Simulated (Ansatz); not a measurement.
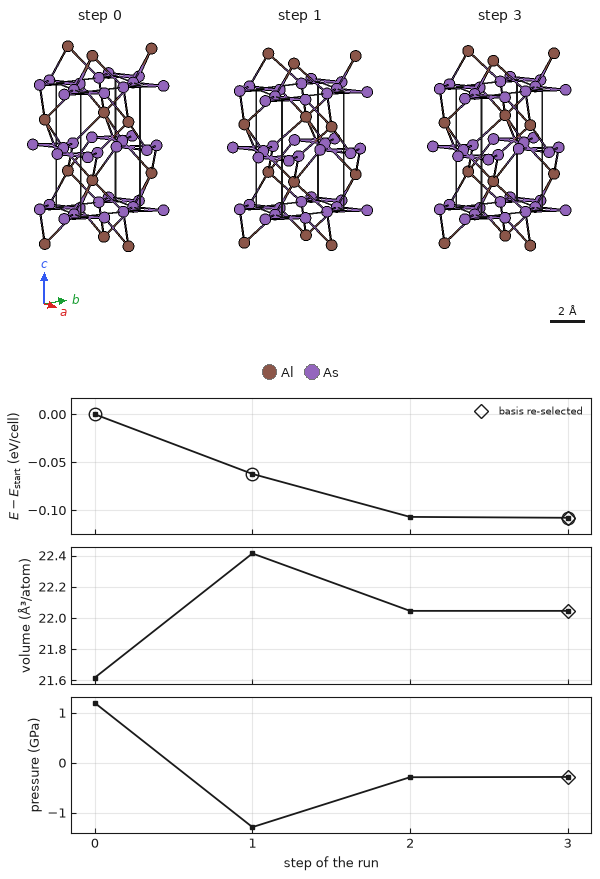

Frames of a relaxation of a crystal of AlAs3 (a generated structure, set up in P6_322) (coarse preliminary run), marked on the history of the run. Style: ball-and-stick. Shown: the cell of the calculation, slightly off an axis.

Theory: DFT PBE, scalar-relativistic, plane waves, PAW in Ansatz 0.2.0.

The input:
```yaml
crystal:
  lattice:
    - [5.156489126, 0.0, 0.0]
    - [-2.578244563, 4.4656505775, 0.0]
    - [0.0, 0.0, 7.5102783471]
  atoms:
    - { symbol: Al, position: [0.6666666667, 0.3333333333, 0.25] }
    - { symbol: Al, position: [0.3333333333, 0.6666666667, 0.75] }
    - { symbol: As, position: [0.2812632882, 0.2812632882, 0.0] }
    - { symbol: As, position: [0.7187367118, 0.7187367118, 0.5] }
    - { symbol: As, position: [0.2812632882, 0.0, 0.5] }
    - { symbol: As, position: [0.0, 0.7187367118, 0.0] }
    - { symbol: As, position: [0.7187367118, 0.0, 0.0] }
    - { symbol: As, position: [0.0, 0.2812632882, 0.5] }
basis:
  ecutwfc: 420
kpoints:
  mp_grid: { grid: [6, 6, 2] }
hamiltonian:
  xc: pbe
scf:
  occupations: { method: gaussian, width: 0.1 }
  lower_state_search: "off"
output:
  forces: true
  stress: true
  eigenvalues: true
relax:
  adjacent_minimum: "off"
  f_tol: 0.04
  max_steps: 70
  cell: { stress_tol: 0.4 }
```

Command:
```bash
ansatz run input.yaml --threads 1 --pin off --max-ram 2560MiB --backend cpu --events-out ev --progress --plain --runs-dir out
```

What happens along the run?

Answer. The largest moves relative to the cell, 0.041 Å, are those of As3, As4, As5, As6, As7 and As8. As8 goes along −b. Al stays in place. Cell: a = b 5.156 → 5.291 Å (+2.6 %), c 7.510 → 7.275 Å (−3.1 %). Volume +2.0 %. Some distances before and after: Al1–As3 2.648 → 2.660 Å, As3–As6 2.512 → 2.507 Å. Bond angles that change, for instance: As3–Al1–As5 98.9° → 94.8°, Al1–As3–Al2 129.6° → 126.5°, As3–Al1–As6 75.3° → 78.4°. The space group stays P6_322 (No. 182). The energy falls by 0.108 eV per cell of the calculation in 2 accepted moves (3 points after the start). The largest force component goes from 0.1 to 0.024 eV/Å. The pressure goes from 1.20 to −0.28 GPa. The SCF was repeated once at an unchanged geometry on a basis and grid sized afresh for the cell, which shifted the energy by 0.9 meV per cell of the calculation at most. From step 0 to 1: As atoms move most (0.06 Å), volume +3.7 %, energy −62.1 meV per cell of the calculation. From step 1 to 3: As atoms move most (0.02 Å), volume −1.6 %, energy −45.7 meV per cell of the calculation.

```csv
step,"E − E(0), meV/atom","largest force component, eV/Å","pressure, GPa","volume, Å³/atom",note
0,0.00,0.1016,1.20,21.617,
1,-7.77,0.0134,-1.29,22.413,
2,-13.36,0.0239,-0.29,22.045,
3,-13.48,0.0241,-0.28,22.045,"same geometry, new basis"
```

Limits of the set-up: the k-point mesh is coarse for a cell with partly filled bands.
